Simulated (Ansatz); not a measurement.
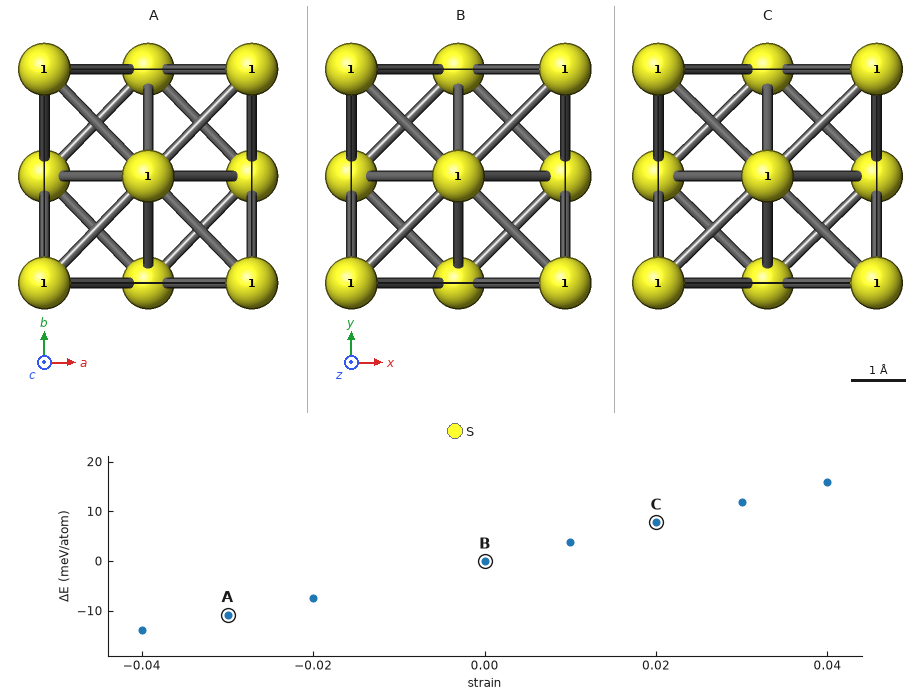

A scan of a crystal of S (Fm-3m): the cell is strained along x alone, with the atoms kept at their fractional coordinates. x, y and z are the Cartesian axes of the input. The lettered frames are marked on the plot. Style: ball-and-stick. Shown: the conventional cell (4 times the calculation's cell), along the c axis. Lengths and directions refer to the drawn axes.

Method: DFT PBE+D3(BJ), scalar-relativistic, plane waves, PAW in Ansatz 0.2.0. Set-up: plane-wave cutoff 420 eV; k-point mesh 20 × 20 × 20; occupations gaussian; smearing width 0.15 eV; no spin polarisation. Energies (free energies at the smearing named) are counted from the cell as listed in its source, which wasn't relaxed.

Question: Read off the main features of the energy profile.

Answer: The lowest computed point lies at the strain −0.04 (−14.0 meV/atom). The energy is still falling at the end of the range, so the minimum along this coordinate lies there or beyond. The end points stand at −14.0 meV/atom (−0.04) and 16.0 meV/atom (0.04). The unrelaxed reference is under a pressure of −3.9 GPa, which tilts the curve. The distortion takes the space group from Fm-3m to I4/mmm. At the strain −0.04 the cell of the drawing goes a 3.989 → 3.829 Å.
